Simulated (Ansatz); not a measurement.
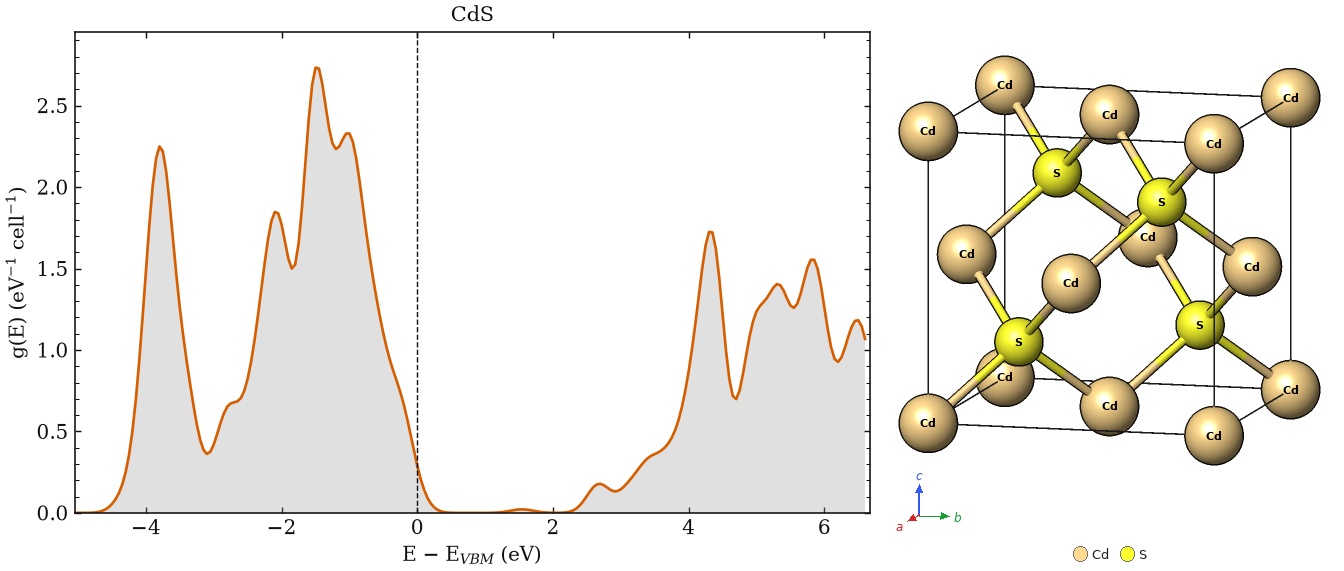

Density of states, beside the structure. Energies are counted from the top of the valence band. The curve is built from the levels of the k mesh with Gaussians 0.4 eV wide, which also blur the band edges.

System: CdS, space group F-43m (No. 216), 2 atoms in the cell.

Level of theory: DFT, r2SCAN, plane waves, PAW, no spin polarisation, 6×6×6 k mesh, 500 eV cutoff; code Ansatz.

### Is there a gap at the Fermi level, and how wide?

There is a gap; over the k points computed it is 1.54 eV (direct among those points).

### How wide is the upper valence band?

The upper group of valence states starts about 4.3 eV under the valence-band top, with a gap beneath it; it holds about 6 electrons a cell.
